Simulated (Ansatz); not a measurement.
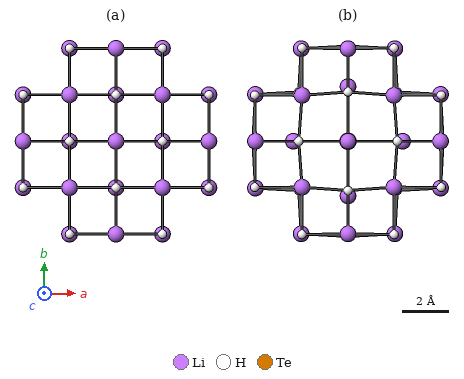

Left: perfect LiH. Right: the same region with one point defect, after relaxing the atoms in a supercell of 54 sites. A ball-and-stick model of the atoms within 5.4 Å of one point, in a slice 4.2 Å thick across the line of sight, seen along the c axis.

Level of theory: DFT, PBE, plane-wave PAW, default files, scalar-relativistic in Ansatz. Settings: plane-wave cutoff 420 eV; k-point mesh 3 × 3 × 3; occupations fermi dirac; smearing width 0.01 eV; no spin polarisation. A uniform background neutralises the charged cell. The axes drawn are those of the host's conventional cell.

> Which defect is it?

A hydrogen atom is replaced by tellurium.

The charge state of the cell is −1.

> What does the relaxation do around it?

In the host the H atom has 6 Li at 2.04 Å; the Te atom ends with 6 Li at 2.39 Å. Of the host's atoms, a lithium atom moves furthest from its site, by 0.36 Å. Relaxing the atoms from the host's sites lowers the energy by 4.52 eV.

Limits of the set-up: the cell is charged, on a uniform background, and energies carry no finite-size correction.
